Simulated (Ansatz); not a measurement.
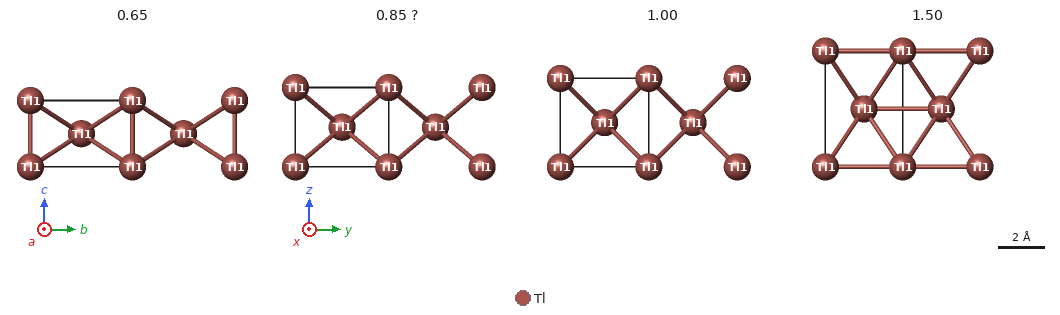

Energy scan for solid Tl (Im-3m), in which the ratio of the cell's length along z to its lengths across, counted as 1 for the reference, is changed at fixed volume (a tetragonal or Bain path), with the atoms kept at their fractional coordinates. x, y and z are the Cartesian axes of the input. The picture is a ball-and-stick view of the conventional cell (2 times the calculation's cell), repeated 2 × 2 × 1 with one cell outlined, seen along the a axis. Lengths and directions refer to the drawn axes.

These are results of Ansatz 0.2.0, DFT r2SCAN, scalar-relativistic, plane waves, PAW, not measurements. (plane-wave cutoff 500 eV; k-point mesh 20 × 20 × 20; occupations gaussian; smearing width 0.15 eV; no spin polarisation). Energies (free energies at the smearing named) are counted from the cell as listed in its source, which wasn't relaxed.

```tsv
axial ratio over its reference value	E − E(ref) (meV/atom)
0.650	156.8
0.707	80.2
0.780	35.4
0.850	?
0.920	3.4
0.960	0.4
1.000	0.0
1.050	0.6
1.100	3.6
1.200	12.1
1.300	12.4
1.414	11.8
1.500	12.6
```

**One row is withheld. What is its energy?**

A straight line between the two neighbours gives 19.4 meV/atom. A cubic through the four nearest rows (0.707, 0.780, 0.920, 0.960) gives, with Lagrange weights, (−0.1370)(80.2) + (0.5986)(35.4) + (0.9231)(3.4) + (−0.3847)(0.4) = 13.2 meV/atom. The calculation gives 13.4 meV/atom, so the cubic is 0.2 meV/atom too low and the straight line 6.0 meV/atom too high, as the curve bends upwards here.

The whole profile:

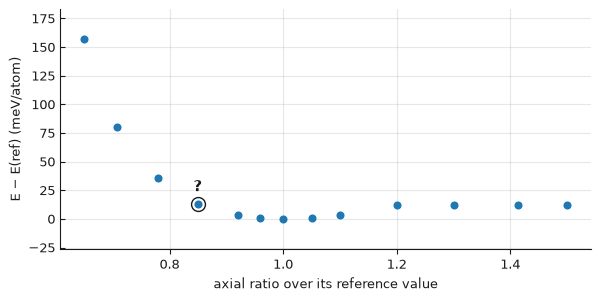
